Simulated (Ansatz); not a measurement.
System: WS₂.

```
CELL_PARAMETERS angstrom
3.18162 0.00000 0.00000
-1.59081 2.75536 0.00000
0.00000 0.00000 13.06678
ATOMIC_POSITIONS crystal
W 0.33333 0.66667 0.25000
W 0.66667 0.33333 0.75000
S 0.33333 0.66667 0.63065
S 0.66667 0.33333 0.13065
S 0.33333 0.66667 0.86935
S 0.66667 0.33333 0.36935
```

Space group P6₃/mmc; a structure from a database of computed crystals, not necessarily the ambient phase; started from the database_194 prototype, which need not be the ambient phase.

These are results of DFT r2SCAN, scalar-relativistic, plane waves, PAW (Ansatz), not measurements.

Predict the valence pseudo-density and electron localisation function between the atoms.

Answer. W–S (2.41 Å): ρ at the midpoint is about 0.63 e/Å³; the ELF peaks at about 0.85 in the valence shell of S, 0.8 Å from its nucleus, and is about 0.50 at the midpoint.

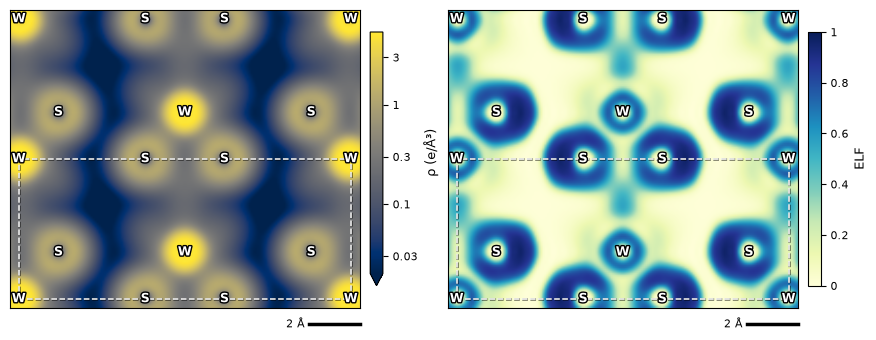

Computed valence pseudo-density and electron localisation function on the (110) plane of the conventional cell, in this order. 
